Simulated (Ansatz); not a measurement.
AlN

```yaml
crystal:
  lattice:
    - [4.36799, 4.36799, 0.00000]
    - [4.36799, -4.36799, 0.00000]
    - [0.00000, 0.00000, -4.36799]
  atoms:
    - { symbol: Al, position: [0.00809, 0.00000, 0.50000] }
    - { symbol: Al, position: [0.50809, 0.50000, 0.50000] }
    - { symbol: Al, position: [0.50000, 0.00000, 0.50000] }
    - { symbol: Al, position: [0.00000, 0.50000, 0.50000] }
    - { symbol: Al, position: [0.25000, 0.25000, 0.00000] }
    - { symbol: Al, position: [0.75000, 0.75000, 0.00000] }
    - { symbol: Al, position: [0.75000, 0.25000, 0.00000] }
    - { symbol: Al, position: [0.25000, 0.75000, 0.00000] }
    - { symbol: N, position: [0.75000, 0.00000, 0.75000] }
    - { symbol: N, position: [0.25000, 0.50000, 0.75000] }
    - { symbol: N, position: [0.25000, 0.00000, 0.75000] }
    - { symbol: N, position: [0.75000, 0.50000, 0.75000] }
    - { symbol: N, position: [0.00000, 0.25000, 0.25000] }
    - { symbol: N, position: [0.50000, 0.75000, 0.25000] }
    - { symbol: N, position: [0.50000, 0.25000, 0.25000] }
    - { symbol: N, position: [0.00000, 0.75000, 0.25000] }
```

Space group Cm; a structure from a database of computed crystals, not necessarily the ambient phase; changed on purpose from its base cell (atom 1 (Al) moved +0.050 A along Cartesian [1 1 0]); not relaxed (largest force 1.1 eV/Å).

Level of theory: DFT r2SCAN, scalar-relativistic, plane waves, PAW (Ansatz).

What will maps of the valence pseudo-density and electron localisation function show?

Al–N (1.89 Å): ρ at the midpoint is about 0.69 e/Å³; the ELF peaks at about 0.90 between the atoms, as expected for a polar covalent bond.

Metal or insulator at this level of theory?

It is gapped, with a Kohn–Sham gap of 3.8 eV on the k-point mesh (the band edges may lie off the mesh, which would make the gap smaller).

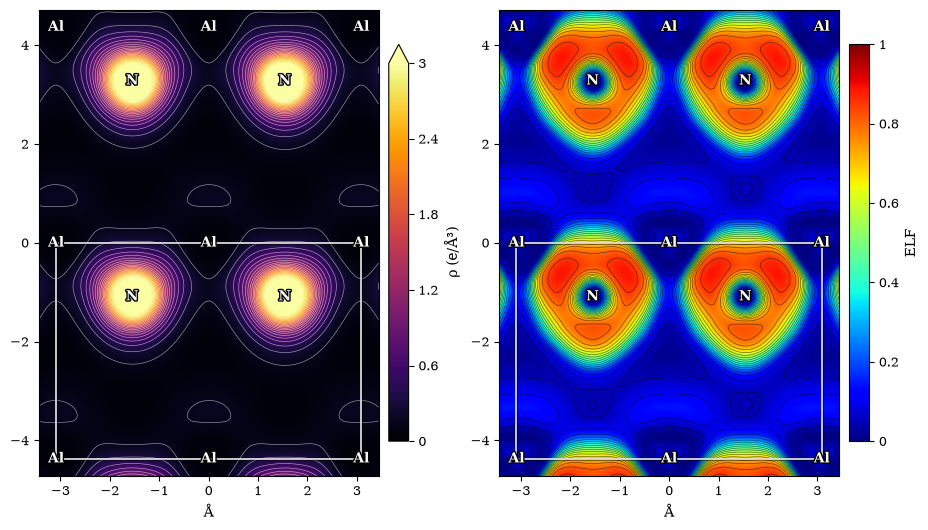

Computed valence pseudo-density and electron localisation function on the (100) plane of the conventional cell, in this order. 

The density is the valence pseudo-density of a PAW calculation; it isn't the true density close to the nuclei.
